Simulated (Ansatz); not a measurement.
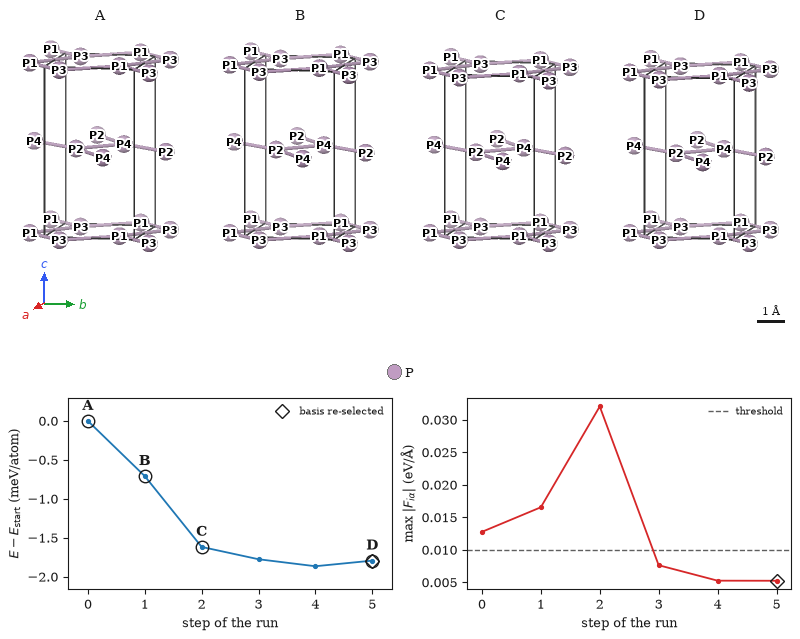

Frames of a relaxation of solid P (a generated structure, set up in P4_2/mnm), marked on the history of the run. Style: ball-and-stick. Shown: the cell of the calculation, slightly off an axis.

Case: N → P on all its sites, cell and atoms relaxed.

Theory: DFT PBE, scalar-relativistic, plane waves, PAW in Ansatz 0.2.0. Settings: plane-wave cutoff 420 eV; k-point mesh 12 × 12 × 8; occupations gaussian; smearing width 0.1 eV; no spin polarisation; cell and atoms relaxed; force threshold 0.01 eV/Å; at most 60 steps.

Describe the path.

Answer. The energy falls by 1.8 meV per atom in 4 accepted moves (5 points after the start). Largest force component: 0.013 eV/Å at the start, 0.0053 eV/Å at the end. Pressure: −0.47 GPa at the start and 0.02 GPa at the end. The SCF was repeated once at an unchanged geometry on a basis and grid sized afresh for the cell, which shifted the energy by 0.1 meV per atom at most. No atom moves by more than 0.005 Å relative to the cell. The drawn cell changes as follows: a = b 3.451 → 3.453 Å (0.0 %), c 6.442 → 6.076 Å (−5.7 %); the volume changes by −5.6 %. The space group stays P4_2/mnm (No. 136). From step 0 to 1: volume −1.5 %, energy −0.7 meV per atom. From step 1 to 2: volume −3.6 %, energy −0.9 meV per atom. From step 2 to 5: volume −0.6 %, energy −0.2 meV per atom.

```csv
step,"E − E(0), meV/atom","largest force component, eV/Å","pressure, GPa","volume, Å³/atom",note
0,0.00,0.0128,-0.47,19.183,
1,-0.71,0.0166,-0.14,18.899,
2,-1.62,0.0321,0.33,18.213,
3,-1.77,0.0076,0.23,18.065,
4,-1.86,0.0053,0.03,18.110,
5,-1.79,0.0053,0.02,18.110,"same geometry, new basis"
```
